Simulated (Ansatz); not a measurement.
Start from this file.

```xyz
1
Lattice="6.7616 0.0000 0.0000 0.0000 6.7616 0.0000 0.0000 0.0000 6.7616" Properties=species:S:1:pos:R:3 pbc="T T T"
Na    3.3808    0.0000    0.0000
```

**What crystal do these data define?**

The element is sodium. The cell holds one atom.

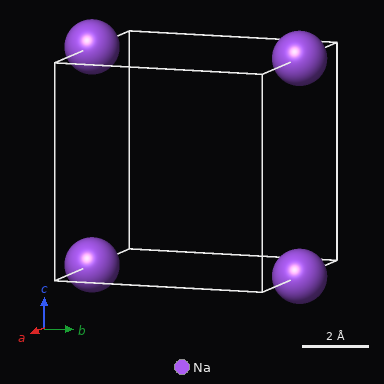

Drawn in the spheres-only manner and seen slightly off an axis. Lines trace the edges of the simulation cell. Colours: sodium purple.

The structure was taken from a structure listed in the Materials Project. The cell was then strained or its atoms displaced on purpose. A calculation with Ansatz used it as input.
